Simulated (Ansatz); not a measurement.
# Single-point calculation of SiO₂

The run: single-point calculation of SiO₂ (Ibam, 18 atoms in the cell). Method and program: DFT PBE+D3(BJ), scalar-relativistic, plane waves, PAW, no spin polarisation (Ansatz 0.2.0).

The structure derives from an entry of the Crystallography Open Database. It belongs to a series of runs on one base structure; here: the relaxed cell repeated 3 times, on the trajectory's mesh. Figures and captions count atoms from 1; the log counts them from 0 in places.

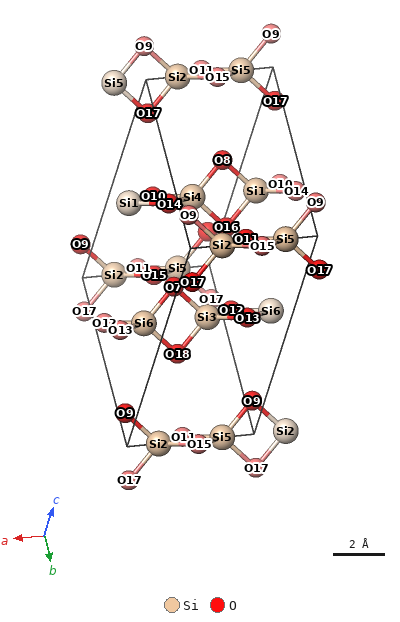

The input geometry (ball-and-stick view of the cell of the calculation, seen at an oblique angle; neighbours outside the cell are drawn fainter; atoms are numbered from 1 in the order of the input). Near neighbours in the crystal (not all of them lie inside the picture): Si has 4 O at 1.87 Å; O has 2 Si at 1.87 Å.

## Results in brief

| quantity | value |
| --- | --- |
| outcome | converged |
| space group (tolerance 0.01 Å) | Ibam (72) |
| electrons treated | 96 |
| free energy | −10629.8078 eV |
| Fermi energy | 2.140 eV |
| gap on the k-point mesh | 3.85 eV |
| pressure | −26.59 GPa |
| largest force (length of the vector) | 4.694 eV/Å |
| hardware | 4 threads of Intel Xeon @ 2.90GHz (Ice Lake), 128 GiB of memory available, shared host |
| wall time | 4.6 s (CPU time 9.5 s) |
| peak memory | 0.68 GiB |

## Remarks

The k-point mesh is coarse (a preliminary or cheap run), so energies and forces are approximate.

## Input file
```yaml
crystal:
  lattice:
    - [0.0, 0.0, 5.16]
    - [0.0, 8.36, 0.0]
    - [-7.08, -4.18, -2.58]
  atoms:
    - { symbol: Si, position: [0.0833333333, 0.3333333333, 0.6666666667] }
    - { symbol: Si, position: [0.75, 1.0, 0.0] }
    - { symbol: Si, position: [0.4166666667, 0.6666666667, 0.3333333333] }
    - { symbol: Si, position: [0.5833333333, 0.3333333333, 0.6666666667] }
    - { symbol: Si, position: [0.25, 0.0, 0.0] }
    - { symbol: Si, position: [0.9166666667, 0.6666666667, 0.3333333333] }
    - { symbol: O, position: [0.7363333333, 0.6263333333, 0.4726666667] }
    - { symbol: O, position: [0.403, 0.293, 0.806] }
    - { symbol: O, position: [0.0696666667, 0.9596666667, 0.1393333333] }
    - { symbol: O, position: [0.7636666667, 0.1536666667, 0.5273333333] }
    - { symbol: O, position: [0.4303333333, 0.8203333333, 0.8606666667] }
    - { symbol: O, position: [0.097, 0.487, 0.194] }
    - { symbol: O, position: [0.2363333333, 0.8463333333, 0.4726666667] }
    - { symbol: O, position: [0.903, 0.513, 0.806] }
    - { symbol: O, position: [0.5696666667, 0.1796666667, 0.1393333333] }
    - { symbol: O, position: [0.2636666667, 0.3736666667, 0.5273333333] }
    - { symbol: O, position: [0.9303333333, 0.0403333333, 0.8606666667] }
    - { symbol: O, position: [0.597, 0.707, 0.194] }
  symmetry: { detect: false }
basis:
  ecutwfc: 420
kpoints:
  mp_grid: { grid: [2, 2, 2], shift: [0.5, 0.5, 0.5] }
hamiltonian:
  xc: pbe
  dispersion: d3bj
scf:
  occupations: { method: gaussian, width: 0.1 }
output:
  forces: true
  stress: true
  eigenvalues: true
```

Run as:
```bash
ansatz run input.yaml --threads 4 --pin off --max-ram 5120MiB --backend cpu --events-out ev --progress --plain --runs-dir out
```

## Log
```
Engine: ansatz 0.2.0, x86_64-unknown-linux-gnu
Pseudopotentials: kind: paw
Pseudopotential: Si, paw, valence charge 4, recommended cutoff 420 eV (normal), Si.paw.azcp
Pseudopotential: O, paw, valence charge 6, recommended cutoff 420 eV (normal), O.paw.azcp
Functional definition: PBE
  parameter kappa = 0.804
  parameter beta = 0.06672455060314922
  exchange = pbe_x(kappa = kappa, mu = beta*pi^2/3)
  correlation = pbe_c(beta = beta)
Crystal: 18 atoms, lattice volume = 305.414 Å³
Basis set: ecut = 420 eV, 5987 PW (Γ), exchange–correlation on 72×120×120 points (8 copies of the dense FFT grid, shifted against one another)
Bands: 66, of which v1, the nominal top of the filled ones, is band 48 counted from 1 (47 counted from 0)
Symmetry: 1 space group operations
k-points: 4 of 8 (time reversal used)
Non-local potential: Si, projectors of the file, l = 0: 2, l = 1: 2, l = 2: 2
Non-local potential: O, projectors of the file, l = 0: 2, l = 1: 2, l = 2: 1
PAW form: soft (Blöchl's): semilocal exchange-correlation on the pseudo side does not see the compensation charge
PAW one-centre angular grid: Si, 110 points (default); XC on 64 Gauss nodes
PAW one-centre angular grid: O, 110 points (default); XC on 64 Gauss nodes
Initial density: superposition of atomic densities (neutral atoms: chi_scale 0, normalization atom), corrected by the library's trained network
Initial wavefunctions: pseudopotential atomic-orbital guess
Functional: x = pbe(κ = 0.804, μ = 0.2195149727645171), c = pbe(β = 0.06672455060314922)
SCF iter   1: F=—  HF=-10629.809916 eV  |F-HF|=—  |Δ(HF+E_count)|=         —  Δρ=2.74e-3  dr2=2.49e-2  ethr=1.77e-3  ⟨swp⟩=6.0  Hψ=1267  notcnv=0  defer=2
preconditioner: auto → Resta (q_TF=auto, 2.250 Å⁻¹)  ε∞=3.6  [insulator: Δε(μ)=3.852 eV  Ē_g=12.802 eV  σ=0.100 eV  W_gap=1.00  n_scr=46 (ndim 8)  ℏωp=20.8 eV  f_vac=0.137  D(μ)=0.00/eV (n_scr^D=0)  ε∞_Penn≈3.6]
SCF iter   2: F=—  HF=-10629.807592 eV  |F-HF|=—  |Δ(HF+E_count)|=   2.32e-3  Δρ=1.17e-3  dr2=5.63e-3  ethr=2.60e-5  ⟨swp⟩=3.0  Hψ=460  notcnv=0  defer=6
SCF iter   3: F=—  HF=-10629.807830 eV  |F-HF|=—  |Δ(HF+E_count)|=   2.38e-4  Δρ=6.21e-4  dr2=1.12e-3  ethr=5.86e-6  ⟨swp⟩=2.5  Hψ=351  notcnv=0
automatic band count: iteration 3 solves 55 bands in place of 66: the levels show a gap, and the empty bands left out lie too high to hold charge; the band table lists the bands solved (type scf.n_extra_bands for more)
SCF iter   4: F=—  HF=-10629.807673 eV  |F-HF|=—  |Δ(HF+E_count)|=   1.57e-4  Δρ=1.56e-4  dr2=7.53e-5  ethr=1.17e-6  ⟨swp⟩=2.0  Hψ=357  notcnv=0
SCF iter   5: F=—  HF=-10629.807806 eV  |F-HF|=—  |Δ(HF+E_count)|=   1.33e-4  Δρ=4.38e-5  dr2=5.07e-6  ethr=7.84e-8  ⟨swp⟩=2.0  Hψ=337  notcnv=0
SCF iter   6: F=—  HF=-10629.807812 eV  |F-HF|=—  |Δ(HF+E_count)|=   5.64e-6  Δρ=1.25e-5  dr2=4.20e-7  ethr=5.28e-9  ⟨swp⟩=2.0  Hψ=360  notcnv=0
SCF iter   7: F=—  HF=-10629.807813 eV  |F-HF|=—  |Δ(HF+E_count)|=   5.19e-7  Δρ=1.82e-5  dr2=9.38e-7  ethr=1.04e-10  ⟨swp⟩=9.5  Hψ=1037  notcnv=0
SCF iter   8: F=-10629.807812 eV  HF=-10629.807812 eV  |F-HF|=8.84e-10  |Δ(HF+E_count)|=   1.51e-7  Δρ=1.40e-6  dr2=5.56e-9  ethr=1.04e-10  ⟨swp⟩=3.5  Hψ=1009  notcnv=0
SCF 1 converged in 8 iterations: F = -10629.807812 eV  dr2 = 5.56e-9
  greatest PAW one-centre occupation: 0.870 electrons in one spin orbital (limit 2), on the O atom at site 9 (counted from 0), in its partial waves of l = 0
SCF converged after 8 iterations
Free energy (F): -10629.807812 eV
Harris-Foulkes:  -10629.807812 eV  (|F-HF|=8.84e-10)
Internal energy: -10629.807812 eV  (E = F + TS)
E sigma→0 (E₀):  -10629.807812 eV
Fermi energy:    2.140073 eV
--- Per-component energies (eV) ---
  E_band       = -554.716124
  E_kinetic    = 2294.763885
  E_local      = -5991.864250  (includes V_loc(G=0)·N_el)
  E_nonlocal   = 699.602243
  E_hartree    = 2129.939385
  E_xc         = -1200.116921
  E_vxc        = -1388.607626  (∫ρ·V_xc dr)
  E_paw        = -4959.338625  (= ΣΔE_a)
  E_vpaw       = -428.518346  (= ΣTr[D̂ρ^β])
  E_aug_tail   = 0.028226  (compensation charges beyond the density's cutoff)
  E_ewald      = -3601.017973
  E_disp       = -1.803781  (pairwise vdW)
  E_smearing   = -0.000000  (= −TS)
  E_closure    = -0.000000  (closes the sum)
  Σ components = -10629.807812   (vs F -10629.807812, Δ=0.00e0)
--- Forces (eV/Å), atoms counted from 1 ---
  atom   1  Si    -0.00016567    -0.00000316     0.00000326
  atom   2  Si    -0.00018045    -0.00000102    -0.00000137
  atom   3  Si    -0.00017239     0.00000204     0.00000089
  atom   4  Si     0.00018011    -0.00000307    -0.00000324
  atom   5  Si     0.00016529    -0.00000096     0.00000135
  atom   6  Si     0.00017333     0.00000212    -0.00000084
  atom   7  O      3.48794291     3.14076566    -0.00001816
  atom   8  O      3.48793169     3.14075079    -0.00001832
  atom   9  O      3.48796331     3.14078372    -0.00001783
  atom  10  O     -3.48797947     3.14079760    -0.00001782
  atom  11  O     -3.48794117     3.14076074    -0.00001833
  atom  12  O     -3.48795476     3.14077682    -0.00001799
  atom  13  O      3.48795719    -3.14077928     0.00001819
  atom  14  O      3.48796161    -3.14078019     0.00001828
  atom  15  O      3.48795091    -3.14077291     0.00001781
  atom  16  O     -3.48793541    -3.14075919     0.00001787
  atom  17  O     -3.48795021    -3.14076873     0.00001838
  atom  18  O     -3.48794674    -3.14076972     0.00001800
  max |Σ_I F_I| component: 1.25e-6 eV/Å
--- Stress (GPa, compression-positive) ---
      -22.177363       0.000034      -0.000000
        0.000034     -19.550616       0.001538
       -0.000000       0.001538     -38.052071
  P = ⅓ Tr σ = -26.5933 GPa (-265.933 kbar)
--- Band table (eV) ---
  k-point 0: bands = ["-17.4092", "-17.4092", "-17.3927", "-16.7725", "-16.7215", "-16.7215", "-16.0609", "-16.0609", "-16.0293", "-15.9936", "-15.9844", "-15.9844", "-5.7139", "-5.6534", "-5.6534", "-4.8079", "-4.7808", "-4.7808", "-3.4069", "-3.4069", "-3.3527", "-3.2566", "-3.2566", "-3.1041", "-3.0908", "-3.0908", "-2.8482", "-2.1677", "-2.1630", "-2.1630", "-1.3265", "-1.3265", "-1.1035", "-1.1035", "-1.0785", "-0.8893", "-0.8870", "-0.8229", "-0.8229", "-0.6635", "-0.5990", "-0.5127", "-0.5127", "-0.3417", "-0.3417", "-0.0945", "0.1429", "0.1429", "4.5684", "4.5684", "4.7723", "6.4901", "6.4901", "6.5808", "6.6999"]
  k-point 1: bands = ["-17.4686", "-17.3697", "-17.3697", "-16.7406", "-16.7406", "-16.7341", "-16.0555", "-16.0555", "-16.0217", "-16.0217", "-16.0160", "-15.9471", "-5.6753", "-5.6753", "-5.6632", "-4.8125", "-4.8125", "-4.7171", "-3.5421", "-3.5421", "-3.4078", "-3.0934", "-3.0934", "-3.0918", "-3.0451", "-3.0261", "-3.0260", "-2.2488", "-2.0860", "-2.0860", "-1.2281", "-1.2281", "-1.1393", "-1.1293", "-1.1070", "-1.1069", "-0.8390", "-0.8390", "-0.8335", "-0.7822", "-0.7822", "-0.4353", "-0.4082", "-0.2158", "-0.2158", "-0.1550", "0.1459", "0.1459", "4.0642", "4.8940", "4.8940", "6.4659", "6.4659", "6.5223", "6.7895"]
  k-point 2: bands = ["-17.4505", "-17.3839", "-17.3750", "-16.7626", "-16.7294", "-16.7233", "-16.0749", "-16.0325", "-16.0308", "-16.0101", "-16.0092", "-15.9581", "-5.7013", "-5.6592", "-5.6568", "-4.8102", "-4.8062", "-4.7396", "-3.5047", "-3.4499", "-3.4070", "-3.2083", "-3.1334", "-3.0907", "-3.0736", "-3.0684", "-2.9042", "-2.2259", "-2.1349", "-2.0964", "-1.3299", "-1.2273", "-1.1311", "-1.1238", "-1.0669", "-0.9891", "-0.9317", "-0.8667", "-0.7946", "-0.7115", "-0.6197", "-0.5887", "-0.3656", "-0.3338", "-0.2388", "-0.0372", "-0.0046", "0.2141", "4.2204", "4.8154", "4.8478", "6.4664", "6.5110", "6.5163", "6.7647"]
  k-point 3: bands = ["-17.4505", "-17.3839", "-17.3750", "-16.7626", "-16.7294", "-16.7233", "-16.0749", "-16.0325", "-16.0308", "-16.0101", "-16.0092", "-15.9581", "-5.7013", "-5.6592", "-5.6568", "-4.8102", "-4.8062", "-4.7396", "-3.5047", "-3.4499", "-3.4070", "-3.2083", "-3.1334", "-3.0907", "-3.0736", "-3.0684", "-2.9042", "-2.2259", "-2.1349", "-2.0964", "-1.3299", "-1.2273", "-1.1311", "-1.1238", "-1.0669", "-0.9891", "-0.9317", "-0.8667", "-0.7946", "-0.7115", "-0.6197", "-0.5887", "-0.3656", "-0.3338", "-0.2388", "-0.0372", "-0.0046", "0.2141", "4.2204", "4.8154", "4.8478", "6.4664", "6.5110", "6.5163", "6.7647"]
```

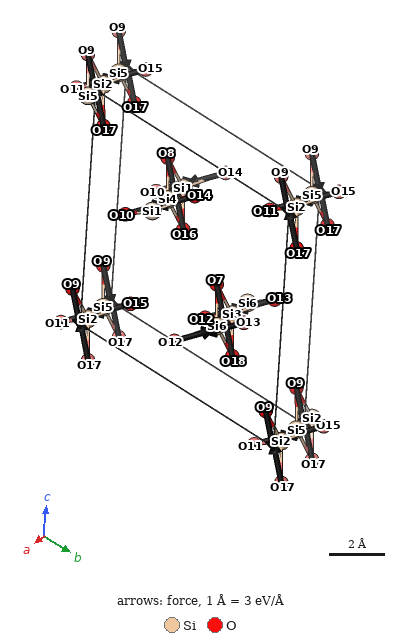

Forces on the atoms as black arrows (ball-and-stick view of the cell of the calculation, seen slightly off an axis; neighbours outside the cell are drawn fainter; atoms are numbered from 1 in the order of the input). The largest act on all 12 O atoms (4.69 eV/Å). 

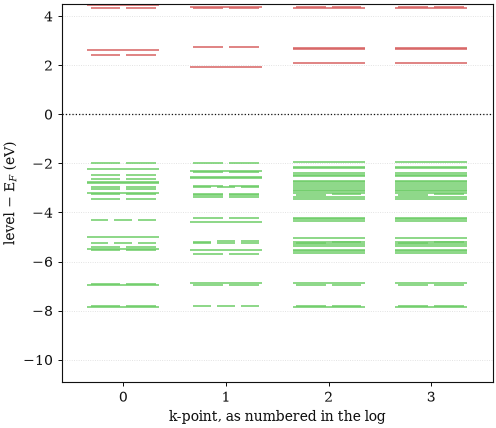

Kohn–Sham levels near the Fermi level (dotted) at the few k-points that the log prints; levels within 0.02 eV of each other stand side by side. Among these points the highest filled and lowest empty levels are 3.85 eV apart, which is the gap on the mesh.
